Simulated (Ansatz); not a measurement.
# Two runs on Ta

System: Ta (Fm-3m, 1 atom in the cell).
Method of run 1: DFT PBE, scalar-relativistic, plane waves, PAW, no spin polarisation (Ansatz 0.2.0).

The structure was built on a prototype by a generator; it need not be a known phase. Text and figures count atoms from 1; the logs count them from 0 in places.

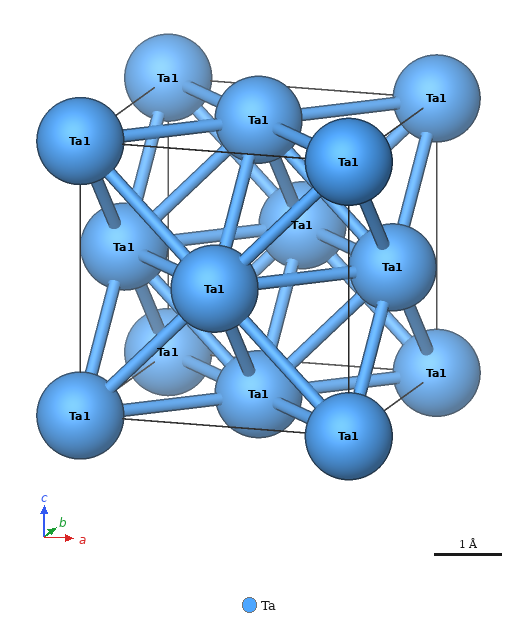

Fig. 1: The structure as given in the input (ball-and-stick view of the cell 4 times as large as that of the calculation, set on its symmetry axes, seen slightly off an axis; atoms are numbered from 1 in the order of the input). Near neighbours in the crystal (not all of them lie inside the picture): Ta has 12 Ta at 2.99 Å.

## The input, run 1
```yaml
crystal:
  lattice:
    - [0.0, 2.1162810329, 2.1162810329]
    - [2.1162810329, 0.0, 2.1162810329]
    - [2.1162810329, 2.1162810329, 0.0]
  atoms:
    - { symbol: Ta, position: [0.0, 0.0, 0.0] }
basis:
  ecutwfc: 600
  ecutrho_ratio: 5
kpoints:
  mp_grid: { grid: [8, 8, 8] }
hamiltonian:
  xc: pbe
scf:
  occupations: { method: gaussian, width: 0.05 }
output:
  forces: true
  stress: true
  eigenvalues: true
```

Hardware: 4 threads of an Arm (aarch64) CPU, shared host.

## Output, shortened to warnings, some set-up lines, iterations and results (run 1)
```
Basis set: ecut = 600 eV, 609 PW (Γ), exchange–correlation on 54×54×54 points (8 copies of the dense FFT grid, shifted against one another)
Symmetry: 48 space group operations
k-points: 29 of 512
Initial density: superposition of atomic densities (neutral atoms: chi_scale 0, normalization atom), corrected by the library's trained network
[...]
SCF iter   1: F=—  HF=-9931.997760 eV  |F-HF|=—  |Δ(HF+E_count)|=         —  Δρ=4.44e-3  dr2=2.16e-3  ethr=1.77e-3  ⟨swp⟩=6.0  Hψ=1889  notcnv=0
SCF iter   2: F=—  HF=-9931.997675 eV  |F-HF|=—  |Δ(HF+E_count)|=   8.59e-5  Δρ=2.22e-3  dr2=4.16e-4  ethr=1.66e-5  ⟨swp⟩=2.2  Hψ=633  notcnv=0
SCF iter   3: F=—  HF=-9931.997782 eV  |F-HF|=—  |Δ(HF+E_count)|=   1.08e-4  Δρ=2.39e-4  dr2=5.90e-6  ethr=3.20e-6  ⟨swp⟩=1.0  Hψ=304  notcnv=0
SCF iter   4: F=—  HF=-9931.997783 eV  |F-HF|=—  |Δ(HF+E_count)|=   4.43e-7  Δρ=5.39e-5  dr2=1.23e-7  ethr=4.54e-8  ⟨swp⟩=2.9  Hψ=472  notcnv=0
SCF iter   5: F=-9931.997783 eV  HF=-9931.997783 eV  |F-HF|=1.16e-10  |Δ(HF+E_count)|=   7.16e-8  Δρ=7.33e-6  dr2=4.49e-9  ethr=9.48e-10  ⟨swp⟩=2.4  Hψ=490  notcnv=0
SCF iter   6: F=-9931.997783 eV  HF=-9931.997783 eV  |F-HF|=2.31e-10  |Δ(HF+E_count)|=  3.11e-10  Δρ=2.43e-6  dr2=4.14e-10  ethr=3.46e-11  ⟨swp⟩=3.5  Hψ=1085  notcnv=0
SCF 1 converged in 6 iterations: F = -9931.997783 eV  dr2 = 4.14e-10
SCF converged after 6 iterations
Free energy (F): -9931.997783 eV
Harris-Foulkes:  -9931.997783 eV  (|F-HF|=2.31e-10)
Internal energy: -9931.993493 eV  (E = F + TS)
E sigma→0 (E₀):  -9931.995638 eV
Entropy (-TS):   -0.004290 eV (-4.290 meV/atom)
Fermi energy:    17.939242 eV
--- Per-component energies (eV) ---
  E_band       = -117.740778
  E_kinetic    = 364.458941
  E_local      = -575.943419  (includes V_loc(G=0)·N_el)
  E_nonlocal   = 13.964915
  E_hartree    = 197.784458
  E_xc         = -217.968438
  E_vxc        = -203.370381  (∫ρ·V_xc dr)
  E_paw        = -8396.241276  (= ΣΔE_a)
  E_vpaw       = -112.419599  (= ΣTr[D̂ρ^β])
  E_aug_tail   = 0.000002  (compensation charges beyond the density's cutoff)
  E_ewald      = -1318.048675
  E_smearing   = -0.004290  (= −TS)
  E_closure    = 0.000000  (closes the sum)
  Σ components = -9931.997783   (vs F -9931.997783, Δ=0.00e0)
--- Forces (eV/Å), atoms counted from 1 ---
  atom   1  Ta    -0.00000000     0.00000000    -0.00000000
  max |Σ_I F_I| component: 4.52e-32 eV/Å
--- Stress (GPa, compression-positive) ---
        0.072958      -0.000000       0.000000
       -0.000000       0.072958      -0.000000
        0.000000      -0.000000       0.072958
  P = ⅓ Tr σ = 0.0730 GPa (0.730 kbar)
```

For run 2 the input was changed thus:
```diff
-  xc: pbe
+  xc: hse06
```

Predict how the results change.

The total energies belong to different methods, so their difference says nothing on which is more stable or more accurate. The pressure goes from 0.07 to −2.01 GPa. The functional changes from PBE to HSE06. The SCF takes 15 iterations against 6.

## Output, shortened to warnings, some set-up lines, iterations and results (run 2)
```
Warning: output.stress: scf.convergence.dr2_threshold = 1e-7 eV (the SCF's general default) is looser than the 1e-10 eV advised for a printed stress (1e-10 eV for each atom of the cell: 1). What an SCF threshold leaves in a stress goes as its square root, and in the free energy as the threshold itself, and one threshold admits the most on a small cell: of the crystals measured, under no hybrid …
Warning: output.stress: scf.exx.energy_threshold = 1e-6 eV is looser than the 1e-8 eV advised for a stress under a hybrid functional (1e-8 eV for each atom of the cell: 1). Every SCF of the exchange loop can meet its threshold on dr2 while the loop round them stops early: no threshold on dr2 bounds what that leaves in the stress. Set scf.exx.energy_threshold to 1e-8 eV or tighter. The threshold …
Basis set: ecut = 600 eV, 609 PW (Γ), exchange–correlation on 54×54×54 points (8 copies of the dense FFT grid, shifted against one another)
Symmetry: 48 space group operations
k-points: 29 of 512
Initial density: superposition of atomic densities (neutral atoms: chi_scale 0, normalization atom), corrected by the library's trained network
[...]
SCF iter   1: F=—  HF=-9931.996334 eV  |F-HF|=—  |Δ(HF+E_count)|=         —  Δρ=7.08e-3  dr2=9.84e-3  ethr=1.77e-3  ⟨swp⟩=6.4  Hψ=1274  notcnv=0
SCF iter   2: F=—  HF=-9931.992564 eV  |F-HF|=—  |Δ(HF+E_count)|=   3.77e-3  Δρ=2.15e-3  dr2=5.37e-4  ethr=4.10e-6  ⟨swp⟩=2.0  Hψ=1212  notcnv=0
SCF iter   3: F=—  HF=-9931.992561 eV  |F-HF|=—  |Δ(HF+E_count)|=   2.14e-6  Δρ=6.34e-4  dr2=2.60e-5  ethr=4.10e-6  ⟨swp⟩=2.9  Hψ=552  notcnv=0
SCF iter   4: F=—  HF=-9931.992578 eV  |F-HF|=—  |Δ(HF+E_count)|=   1.71e-5  Δρ=3.93e-5  dr2=1.69e-7  ethr=2.00e-7  ⟨swp⟩=2.9  Hψ=541  notcnv=0
SCF iter   5: F=—  HF=-9931.992579 eV  |F-HF|=—  |Δ(HF+E_count)|=   5.59e-8  Δρ=5.89e-6  dr2=6.04e-9  ethr=1.30e-9  ⟨swp⟩=3.0  Hψ=651  notcnv=0
[... 8 lines ...]
SCF iter   1: F=—  HF=-9932.504384 eV  |F-HF|=—  |Δ(HF+E_count)|=         —  Δρ=9.46e-5  dr2=7.42e-7  ethr=4.83e-7  ⟨swp⟩=3.6  Hψ=769  notcnv=0
SCF iter   2: F=—  HF=-9932.504385 eV  |F-HF|=—  |Δ(HF+E_count)|=   7.84e-7  Δρ=6.01e-5  dr2=2.31e-7  ethr=3.73e-9  ⟨swp⟩=3.0  Hψ=624  notcnv=0
SCF iter   3: F=—  HF=-9932.504385 eV  |F-HF|=—  |Δ(HF+E_count)|=   5.74e-8  Δρ=3.34e-5  dr2=6.38e-8  ethr=1.52e-9  ⟨swp⟩=2.0  Hψ=510  notcnv=0
SCF iter   4: F=-9932.504385 eV  HF=-9932.504385 eV  |F-HF|=1.95e-10  |Δ(HF+E_count)|=   6.93e-9  Δρ=1.27e-6  dr2=8.52e-10  ethr=4.63e-10  ⟨swp⟩=2.8  Hψ=546  notcnv=0
SCF 3 converged in 4 iterations: F = -9932.504385 eV  dr2 = 8.52e-10
  Residual-converged pass: ⟨swp⟩=3.1  Hψ=655  notcnv=0  max |occ|·‖R‖ = 2.2e-6 eV (tolerance 2.4e-6 eV)  dr2=8.40e-10  dr2_onsite=8.10e-12  max |Δocc| = 9.1e-12
hybrid outer 2: dexx = +1.735e-6 eV, tail = 5.36e-9 eV, Δε = 4.47e-3 eV (about 1.13e-4 eV left of the loop's levels)
hybrid SCF converged: 2 outer / 9 inner (+6 warm-up), last move |dexx| = 1.73e-6 eV, tail = 5.36e-9 eV
Stability not checked: this state was not tested for a lower state beside it, because the functional holds exact exchange (a hybrid, or Hartree-Fock), whose exchange loop this test does not read (fock_operator; see scf.lower_state_search)
Free energy (F): -9932.504385 eV
Frozen-core exchange: fock
Harris-Foulkes:  -9932.504385 eV  (|F-HF|=1.95e-10)
Internal energy: -9932.502708 eV  (E = F + TS)
E sigma→0 (E₀):  -9932.503546 eV
Entropy (-TS):   -0.001676 eV (-1.676 meV/atom)
Fermi energy:    18.015507 eV
--- Per-component energies (eV) ---
  E_band       = -142.502155
  E_kinetic    = 362.498285
  E_local      = -570.432551  (includes V_loc(G=0)·N_el)
  E_nonlocal   = 15.883910
  E_hartree    = 194.714602
  E_xc         = -173.763632
  E_vxc        = -161.367114  (∫ρ·V_xc dr)
  E_exx        = -35.601977  (= α·E_x^exact, valence–valence)
  E_paw        = -8404.399687  (= ΣΔE_a)
  E_vpaw       = -107.310233  (= ΣTr[D̂ρ^β])
  E_aug_tail   = 0.000002  (compensation charges beyond the density's cutoff)
  E_ewald      = -1318.048675
  E_core_change = -3.352986  (= ΣΔE_core)
  E_smearing   = -0.001676  (= −TS)
  E_closure    = 0.000001  (closes the sum)
  Σ components = -9932.504385   (vs F -9932.504385, Δ=0.00e0)
--- Forces (eV/Å), atoms counted from 1 ---
  atom   1  Ta    -0.00000000    -0.00000000     0.00000000
  max |Σ_I F_I| component: 6.16e-32 eV/Å
--- Stress (GPa, compression-positive) ---
       -2.009324      -0.000000      -0.000000
       -0.000000      -2.009324      -0.000000
        0.000000       0.000000      -2.009324
  P = ⅓ Tr σ = -2.0093 GPa (-20.093 kbar)
```

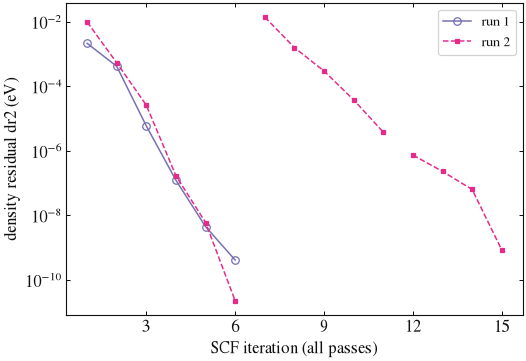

Fig. 2: Convergence of the two runs: density residual dr2 against the SCF iteration. A break in a curve parts two SCF passes. Run 1 takes 6 iterations in all, and run 2 takes 15.

## The two runs side by side

```csv
quantity,run 1,run 2
outcome,converged,converged
free energy per atom (eV),−9931.9978,−9932.5044
"energy per atom, smearing taken to zero (eV)",−9931.9956,−9932.5035
gap on the mesh (eV),0.00,0.00
pressure (GPa),0.07,−2.01
largest force (eV/Å),0.000,0.000
SCF iterations,6,15
irreducible k-points,29,29
plane waves at Γ,609,609
```

For both runs: Spin–orbit coupling is left out, which matters for Ta. For run 2: Warnings: the exchange loop's threshold is looser than advised for the stress; the SCF threshold is looser than advised for the printed stress.
